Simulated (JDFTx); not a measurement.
# MgO: 7 runs along one coordinate

System: MgO (Fm-3m, 2 atoms in the cell).
Method: Kohn-Sham DFT of a periodic cell, PBEsol, PseudoDojo-SR-PBEsol-0.4.1-standard, no spin polarisation (JDFTx 1.7.0 (patched build)).

The 7 runs differ only in the geometry, by an even scaling of the cell at fixed fractional positions. The structure derives from a Materials Project entry.

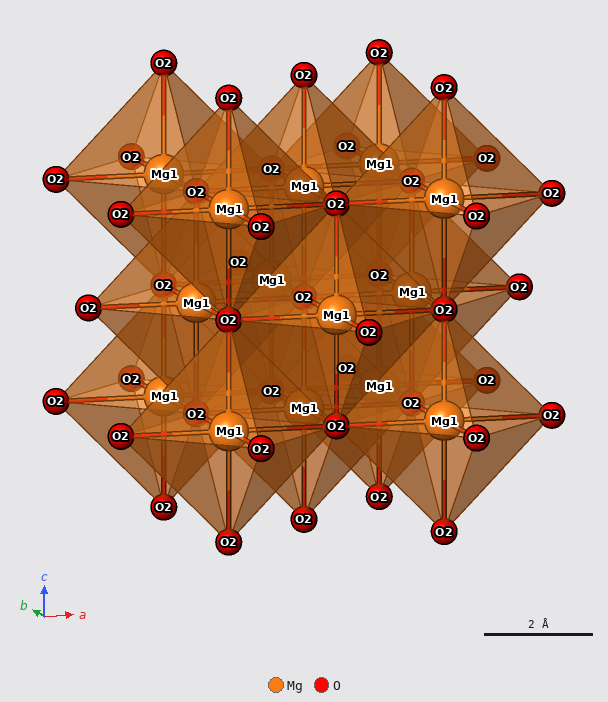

Figure 1. The structure of run 4 (polyhedral view of the cell 4 times as large as that of the calculation, set on its symmetry axes, seen slightly off an axis; polyhedra are completed across the faces of the cell; atoms are numbered from 1 in the order of the input). An atom can appear more than once, as a periodic image.

### Input of run 4
```
lattice \
    0.0000000000     3.9627583152     3.9627583152 \
    3.9627583152     0.0000000000     3.9627583152 \
    3.9627583152     3.9627583152     0.0000000000
coords-type Lattice
ion Mg     0.0000000000     0.0000000000     0.0000000000 1
ion O      0.5000000000     0.5000000000     0.5000000000 1

ion-species pseudo/Mg.upf
ion-species pseudo/O.upf
elec-cutoff 42 336
elec-ex-corr gga-PBEsol
kpoint-folding 11 11 11
elec-smearing Fermi 0.0018374661
elec-n-bands 14
electronic-SCF nIterations 100 energyDiffThreshold 1e-09
electronic-minimize nIterations 30 energyDiffThreshold 1e-7
forces-output-coords Cartesian

dump-name run.$VAR
dump End Ecomponents EigStats BandEigs Kpoints Forces Stress
```

Command:
```bash
jdftx -c 1 -i MgO.in -o MgO.out
```

Lattice vectors (Å) and fractional positions of run 4:
```
   0.000000    2.097001    2.097001
   2.097001    0.000000    2.097001
   2.097001    2.097001    0.000000
Mg  0.000000  0.000000  0.000000
O   0.500000  0.500000  0.500000
```

Run 6 differs from it as follows:
```diff
-    0.0000000000     3.9627583152     3.9627583152 \
-    3.9627583152     0.0000000000     3.9627583152 \
-    3.9627583152     3.9627583152     0.0000000000
+    0.0000000000     4.0149058520     4.0149058520 \
+    4.0149058520     0.0000000000     4.0149058520 \
+    4.0149058520     4.0149058520     0.0000000000
```

### Results, with one run withheld

| run | volume per atom (Å³) | free energy per atom, from the lowest run given (meV) | pressure (GPa) | gap on the mesh (eV) |
| --- | --- | --- | --- | --- |
| 1 | 8.668 | 28.00 | 13.95 | 5.43 |
| 2 | 8.853 | 14.37 | 9.64 | 5.20 |
| 3 | 9.037 | 5.47 | 5.76 | 4.99 |
| 4 | 9.221 | 0.81 | 2.25 | 4.79 |
| 5 | 9.406 | 0.00 | −0.93 | 4.60 |
| 6 | 9.590 | ? | ? | ? |
| 7 | 9.775 | 8.48 | −6.39 | 4.24 |

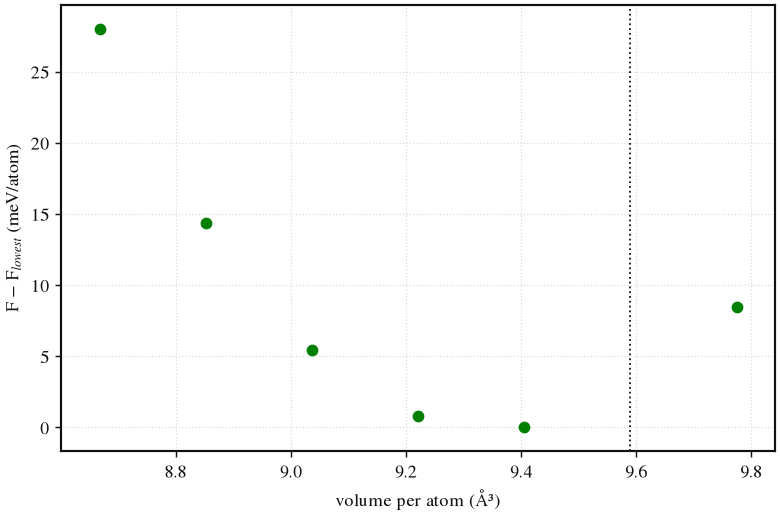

Figure 2. Free energy per atom of the runs given; the dotted line marks run 6.

Fit the runs given and predict run 6.

A cubic polynomial in V^(−2/3) (the Birch–Murnaghan form), fitted to the 6 runs given, misses them by at most 0.01 meV per atom. With x = V^(−2/3) − 0.22862 Å⁻², it reads F = 2.185 + 1379 x + 2.0406e+05 x² + 7148.3 x³ (meV per atom). At run 6 it gives 2.65 meV per atom, and the run itself gives 2.67. The slope of the fit gives a pressure −dF/dV of −3.72 GPa there, and the run prints −3.80 GPa. The two needn't agree exactly: the fit is approximate, and the printed stress is taken on a finite basis. The fit has its minimum at 9.355 Å³ per atom, where V d²F/dV² gives 158 GPa: the bulk modulus at this level, since symmetry fixes the shape and the positions. The gap on the mesh goes, without turning, from 5.43 eV in run 1 to 4.24 eV in run 7; run 6 has 4.41 eV. These are gaps of this functional on this mesh, which can miss the band edges; they aren't the measured gap.

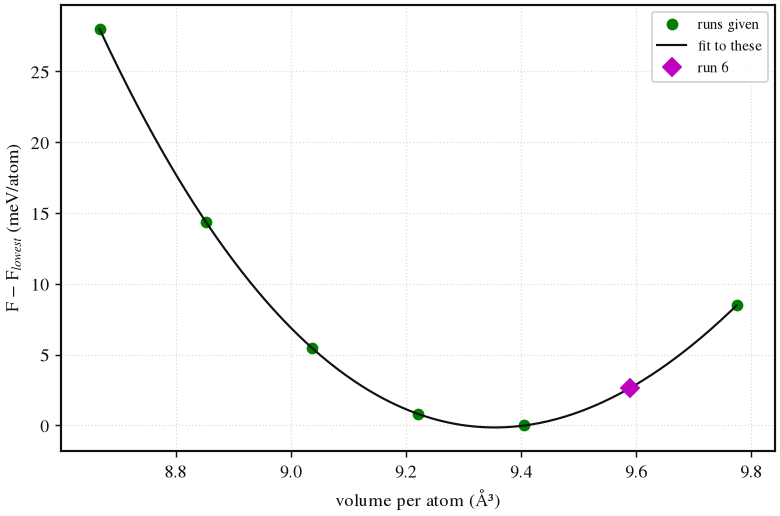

Figure 3. The fit and the withheld run.

### Some lines of the output (run 6)
```
[...]
unit cell volume = 129.436
     Etot =      -75.4120106423953871
        F =      -75.4120106423953871
	HOMO-LUMO gap: +0.162192
	Optical gap  : +0.162192 at state 0 ( [ +0.000000 +0.000000 +0.000000 ] spin 0 )
```
